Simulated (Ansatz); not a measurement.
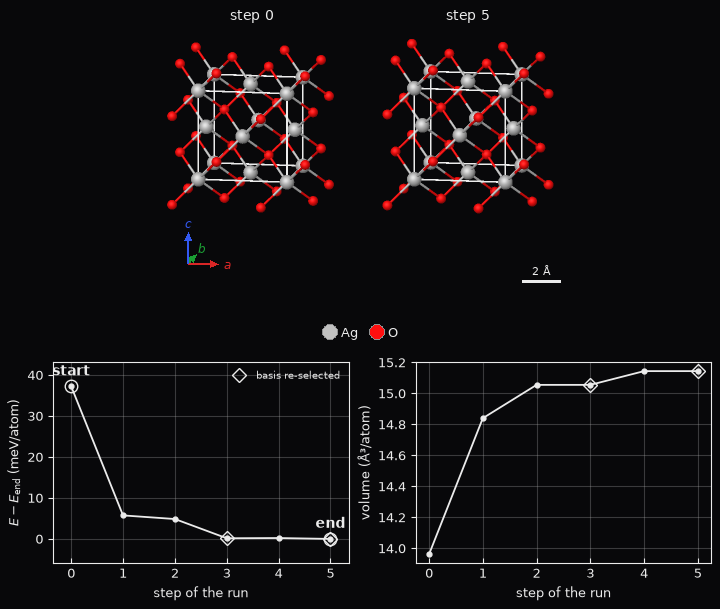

First and last geometry of a relaxation of crystalline AgO (set up in F-43m) (coarse preliminary run), with the history of the run. Style: ball-and-stick. Shown: the conventional cell (4 times the calculation's cell), slightly off an axis. Lengths and directions refer to the drawn axes.

The calculation used DFT PBEsol, scalar-relativistic, plane waves, PAW in Ansatz.

The input:
```yaml
crystal:
  lattice:
    - [0.0, 2.408, 2.408]
    - [2.408, 0.0, 2.408]
    - [2.408, 2.408, 0.0]
  atoms:
    - { symbol: Ag, position: [0.0, 0.0, 0.0] }
    - { symbol: O, position: [0.25, 0.25, 0.25] }
basis:
  ecutwfc: 420
kpoints:
  mp_grid: { grid: [8, 8, 8] }
hamiltonian:
  xc: pbesol
scf:
  occupations: { method: gaussian, width: 0.1 }
output:
  forces: true
  stress: true
  eigenvalues: true
relax:
  adjacent_minimum: "off"
  f_tol: 0.05
  max_steps: 80
  cell: { stress_tol: 0.5 }
```

Run as
```bash
ansatz run input.yaml --threads 2 --pin off --max-ram 5120MiB --backend cpu --events-out ev --progress --plain --runs-dir out
```

> Read the history and describe the run.

It converged. The atoms keep their places relative to the cell (all moves are under 0.005 Å). The drawn cell changes as follows: a = b = c 4.816 → 4.948 Å (+2.7 %); the volume changes by +8.5 %. Among the contacts that change: Ag1–O2 2.085 → 2.143 Å. The space group stays F-43m (No. 216). After 3 accepted moves (5 points after the start) the energy has fallen by 37.2 meV per atom. All forces vanish by symmetry, so only the cell relaxes. Pressure: 10.92 GPa at the start and 0.05 GPa at the end. At 2 points the geometry stayed and the basis and grid were re-selected for the new cell (energy shift of 4.7 meV per atom at most each time).
